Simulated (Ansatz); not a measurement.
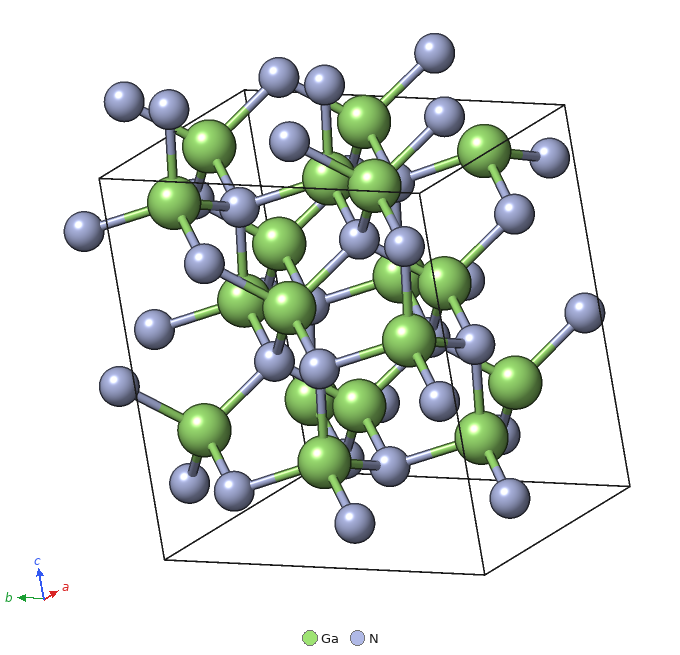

An orthographic ball-and-stick view of the structure, from a general direction. The simulation cell is outlined; an atom on or near a face, edge or corner is repeated at each equivalent position. Some neighbours outside the box are added.

The formula is Ga18N17. Space group: R3m (No. 160). Lattice: rhombohedral (trigonal R). One cell contains 18 Ga, 17 N, 35 atoms in all. Each N atom is coordinated by four Ga in a tetrahedral arrangement. By contacts within bonding range, the coordination numbers are Ga 3 to 4 (mean 3.8). The bonds build a three-dimensional framework.

The model was built from a structure listed in the Materials Project, repeated into a supercell with a point defect put in. The atoms were relaxed in a fixed cell with DFT PBE, scalar-relativistic, plane waves, PAW in Ansatz.
